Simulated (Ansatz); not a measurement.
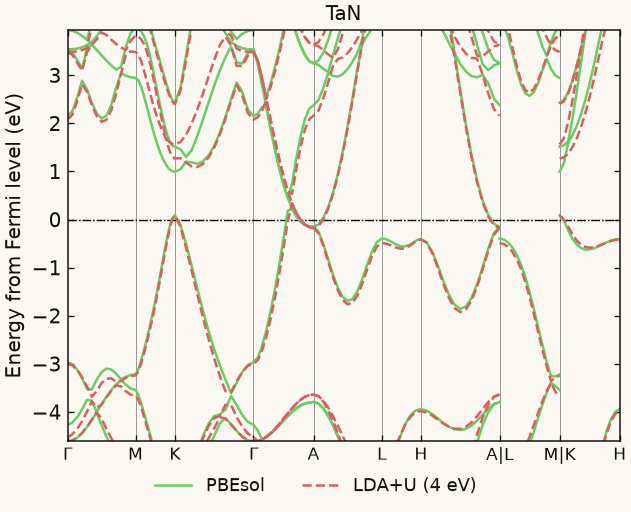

Band structures of TaN, space group P-6m2, 2 atoms in the cell (a = 2.938 Å, c = 2.883 Å (hexagonal axes)), by two methods on the same cell. Each is counted from its own Fermi level.

What changes from one method to the other?

Answer. Both give a metal. Levels within 1 eV of the Fermi level in either run differ by 0.07 eV on average and by 0.28 eV at most (at K).

Settings. PBEsol: Ansatz PAW, no spin polarisation, no spin-orbit coupling, 10×10×9 k mesh, 420 eV cutoff, Fermi-Dirac smearing of 0.05 eV (Ansatz 0.2.0). LDA+U (4 eV): Ta d U = 4 eV, Ansatz PAW, no spin polarisation, no spin-orbit coupling, 10×10×9 k mesh, 420 eV cutoff, Fermi-Dirac smearing of 0.05 eV (Ansatz).

The cell is at −8 GPa in LDA+U (4 eV) and −5 GPa in PBEsol. Spin-orbit coupling is left out, which matters for Ta. The PAW data sets were made with another functional. The usual form of TaN is the ε phase (P-62m). PBEsol: the bands overlap only a little at an even electron count, and semilocal functionals can close small gaps, so the real material need not be a metal.
